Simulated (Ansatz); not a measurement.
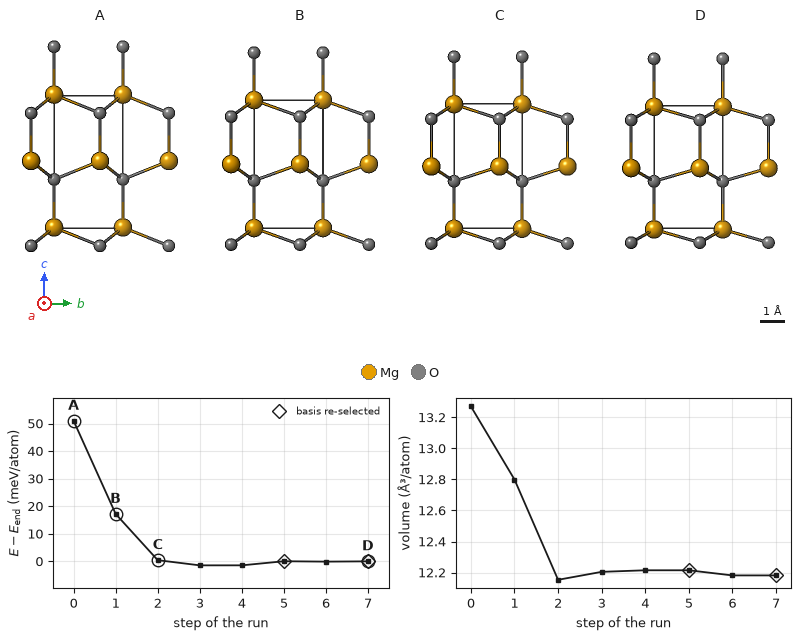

Frames of a relaxation of crystalline MgO (a generated structure, set up in P6_3mc), marked on the history of the run. Style: ball-and-stick. Shown: the cell of the calculation, along the a axis.

Case: Co → Mg on all its sites, cell and atoms relaxed.

The calculation used Ansatz, DFT PBE, scalar-relativistic, plane waves, PAW. (plane-wave cutoff 420 eV; k-point mesh 12 × 12 × 4; occupations gaussian; smearing width 0.02 eV; no spin polarisation; cell and atoms relaxed; force threshold 0.01 eV/Å; at most 60 steps)

Question: What happens along the run?

Answer: The largest moves relative to the cell, 0.080 Å, are those of Mg and O atoms. Largest moves by element: Mg 0.080 Å, O 0.080 Å. The volume changes by −8.2 %, with a = b 3.323 → 3.314 Å (−0.3 %), c 5.549 → 5.122 Å (−7.7 %). Near-neighbour distances that change, for instance: Mg–O 2.069 → 1.992 Å, Mg–O 2.002 → 2.007 Å. Bond angles that change, for instance: O–Mg–O 111.9° → 106.1°, Mg–O–Mg 111.9° → 106.1°, O–Mg–O 106.9° → 112.6°. The space group stays P6_3mc (No. 186). The energy falls by 51.0 meV per atom in 5 accepted moves (7 points after the start). The largest force component goes from 0.54 to 0.0018 eV/Å. The pressure goes from −7.78 to 0.01 GPa. The SCF was repeated twice at an unchanged geometry on a basis and grid sized afresh for the cell, which shifted the energy by 1.5 meV per atom at most. The run took 38 s on 1 thread of Arm Neoverse V2, with other jobs on the host, peak memory 0.35 GiB. From step 0 to 1: Mg and O atoms move most (0.03 Å), volume −3.5 %, energy −33.8 meV per atom. From step 1 to 2: Mg and O atoms move most (0.03 Å), volume −5.0 %, energy −16.8 meV per atom. From step 2 to 7: Mg and O atoms move most (0.03 Å), volume +0.2 %, energy −0.4 meV per atom.

```tsv
step	E − E(0), meV/atom	largest force component, eV/Å	pressure, GPa	volume, Å³/atom	note
0	0.00	0.5420	-7.78	13.271	
1	-33.78	0.4240	-4.45	12.800	
2	-50.54	0.1631	0.92	12.153	
3	-52.42	0.0000	0.13	12.205	
4	-52.41	0.0005	-0.01	12.215	
5	-50.93	0.0005	-0.26	12.215	same geometry, new basis
6	-51.07	0.0020	0.02	12.182	
7	-50.96	0.0018	0.01	12.182	same geometry, new basis
```
